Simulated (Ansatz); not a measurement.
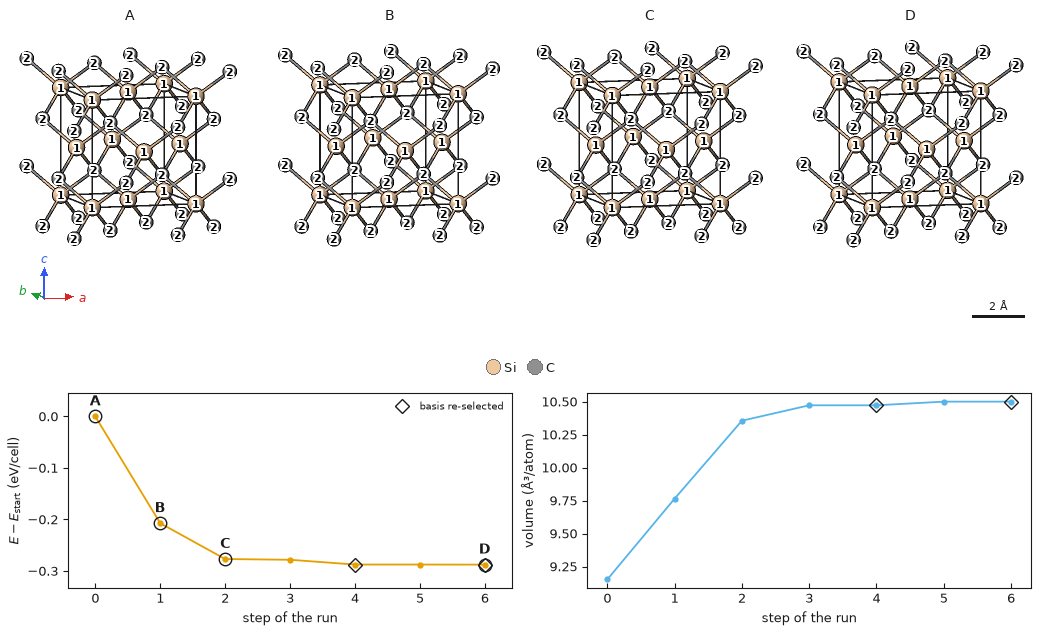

Frames of a relaxation of crystalline SiC (built on the zincblende type), marked on the history of the run. Style: ball-and-stick. Shown: the conventional cell (4 times the calculation's cell), slightly off an axis. Lengths and directions refer to the drawn axes.

Method: DFT, PBE, plane waves, PAW in Ansatz 0.2.0.

Input
```yaml
crystal:
  lattice:
    - [0.0, 2.0917400253, 2.0917400253]
    - [2.0917400253, 0.0, 2.0917400253]
    - [2.0917400253, 2.0917400253, 0.0]
  atoms:
    - { symbol: Si, position: [0.0, 0.0, 0.0] }
    - { symbol: C, position: [0.25, 0.25, 0.25] }
kpoints:
  mp_grid: { grid: [10, 10, 10] }
hamiltonian:
  xc: pbe
scf:
  occupations: { method: fermi_dirac, width: 0.02 }
relax:
  f_tol: 0.005
  cell: {}
output:
  write_density: true
  write_potential: true
  elf: true
  volumetric_format: npy
```

Launched with:
```bash
ansatz run input.yaml --threads 4 --pin off --max-ram 7372MiB --backend cpu --events-out ev --progress --plain --runs-dir out
```

Q: Describe the path.

A: The atoms keep their places relative to the cell (all moves are under 0.005 Å). The volume changes by +14.7 %, with a = b = c 4.183 → 4.380 Å (+4.7 %). Near-neighbour distances that change, for instance: Si1–C2 1.811 → 1.896 Å. The space group stays F-43m (No. 216). The energy falls by 0.288 eV per cell of the calculation in 4 accepted moves (6 points after the start). All forces vanish by symmetry, so only the cell relaxes. The pressure goes from 38.17 to 0.03 GPa. The SCF was repeated twice at an unchanged geometry on a basis and grid sized afresh for the cell, which shifted the energy by 9.3 meV per cell of the calculation at most. From step 0 to 1: volume +6.7 %, energy −0.207 eV per cell of the calculation. From step 1 to 2: volume +6.1 %, energy −69.6 meV per cell of the calculation. From step 2 to 6: volume +1.4 %, energy −10.8 meV per cell of the calculation.

```tsv
step	E − E(0), meV/atom	pressure, GPa	volume, Å³/atom	note
0	0.00	38.17	9.152	
1	-103.61	17.57	9.765	
2	-138.40	2.50	10.356	
3	-139.10	-0.03	10.473	
4	-143.75	0.59	10.473	same geometry, new basis
5	-143.76	0.03	10.500	
6	-143.81	0.03	10.500	same geometry, new basis
```
